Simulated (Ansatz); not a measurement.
```
CELL_PARAMETERS angstrom
7.46876 0.00000 0.00000
-3.73438 6.46813 0.00000
0.00000 0.00000 10.51450
ATOMIC_POSITIONS crystal
Si 0.41404 0.88857 0.32623
Si 0.08071 0.22190 0.65956
Si 0.74738 0.55523 0.99289
Si 0.11143 0.52548 0.32623
Si 0.77810 0.85881 0.65956
Si 0.44477 0.19214 0.99289
Si 0.47452 0.58596 0.32623
Si 0.14119 0.91929 0.65956
Si 0.80786 0.25262 0.99289
Si 0.55523 0.74738 0.00711
Si 0.22190 0.08071 0.34044
Si 0.88857 0.41404 0.67377
Si 0.19214 0.44477 0.00711
Si 0.85881 0.77810 0.34044
Si 0.52548 0.11143 0.67377
Si 0.25262 0.80786 0.00711
Si 0.91929 0.14119 0.34044
Si 0.58596 0.47452 0.67377
Si 0.98948 0.66667 0.16667
Si 0.65615 0.00000 0.50000
Si 0.32282 0.33333 0.83333
Si 0.33333 0.32282 0.16667
Si 0.00000 0.65615 0.50000
Si 0.66667 0.98948 0.83333
Si 0.67718 0.01052 0.16667
Si 0.34385 0.34385 0.50000
Si 0.01052 0.67718 0.83333
```

Space group R32; a structure generated by program, which may or may not match a known phase.

Computed with Ansatz, DFT PBE, scalar-relativistic, plane waves, PAW.

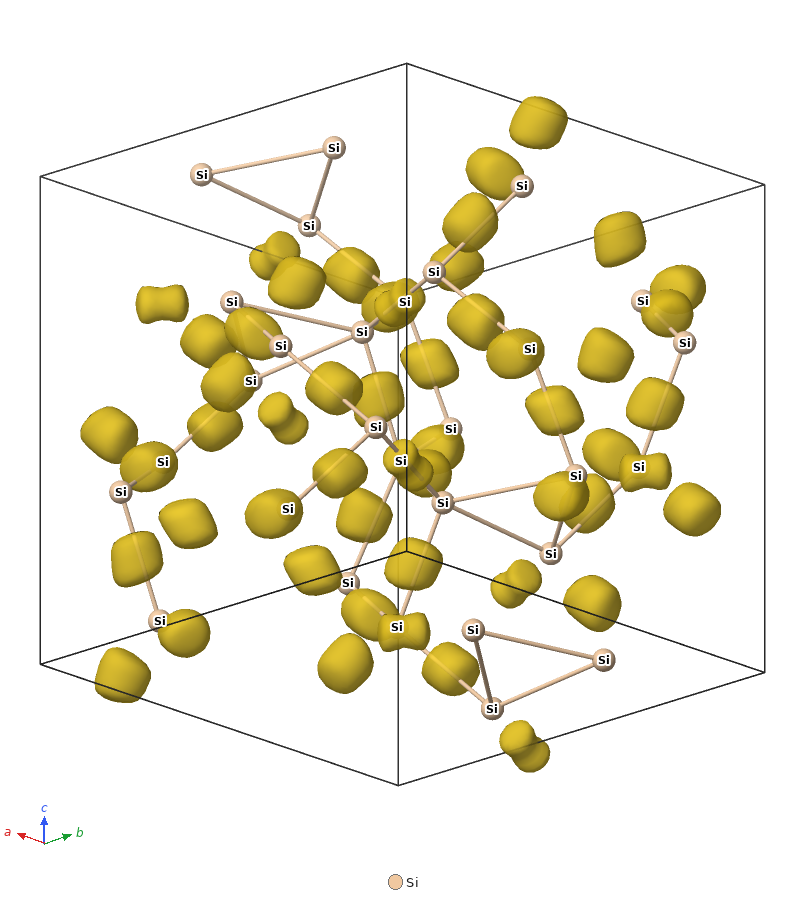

Si. Isosurface of the ELF at 0.85 (yellow), seen at an oblique angle. Only the valence region is drawn (cores and ρ < 0.01 e/Å³ removed). Sticks mark near contacts.

> Identify the bonds, lone pairs and shells in this picture.

The ELF exceeds this value in 45 regions between bonded Si–Si atoms, counted in one cell of 27 atoms. Any copies at cell faces, edges or corners count once. Profiles from the grid: Si–Si (2.39 Å): the ELF peaks at about 0.90 between the atoms. Si–Si (2.49 Å): the ELF peaks at about 0.90 between the atoms.
